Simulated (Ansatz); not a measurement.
Input of the run:

```
crystal:
  lattice:
    - [1.6595766021, -6.4761604046, 0.0]
    - [1.6595766021, 6.4761604046, 0.0]
    - [0.0, 0.0, 3.3529953501]
  atoms:
    - { symbol: Sn, position: [0.3556650739, 0.6443349261, 0.75] }
    - { symbol: Sn, position: [0.6443349261, 0.3556650739, 0.25] }
    - { symbol: O, position: [0.8075177971, 0.1924822029, 0.25] }
    - { symbol: O, position: [0.1924822029, 0.8075177971, 0.75] }
kpoints:
  mp_grid: { grid: [8, 8, 8] }
  band_path:
    path:
      - [0.0, 0.0, 0.0]
      - [-0.5, 0.5, 0.0]
      - [-0.2664172126, 0.7335827874, 0.0]
      - [0.2664172126, 0.2664172126, 0.0]
      - [0.0, 0.0, 0.5]
      - [0.2664172126, 0.2664172126, 0.5]
      - [-0.2664172126, 0.7335827874, 0.5]
      - [-0.5, 0.5, 0.5]
      - [0.0, 0.5, 0.0]
    npoints: 1
hamiltonian:
  xc: r2scan
  dispersion: rvv10
scf:
  occupations: { method: fermi_dirac, width: 0.03 }
  n_extra_bands: 5
output:
  forces: true
  stress: true
  eigenvalues: true
```

Launched with:
```bash
ansatz run input.yaml --threads 2 --pin off --max-ram 2211MiB --backend cpu --events-out ev --progress --plain --runs-dir out
```

What does the calculation give for the electronic structure?

There is a gap; over the k points computed it is 1.60 eV (direct among those points). The upper group of valence states starts about 8.2 eV under the valence-band top, with a gap beneath it; it holds about 16 electrons a cell. Within the window shown, the tallest peak of the filled states lies 2.9 eV under the valence-band top, at about 5 states per eV and cell.

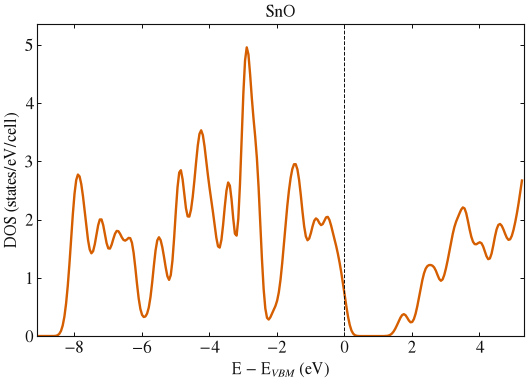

Density of states. Energies are counted from the top of the valence band. The curve is built from the levels of the k mesh with Gaussians 0.3 eV wide, which also blur the band edges.
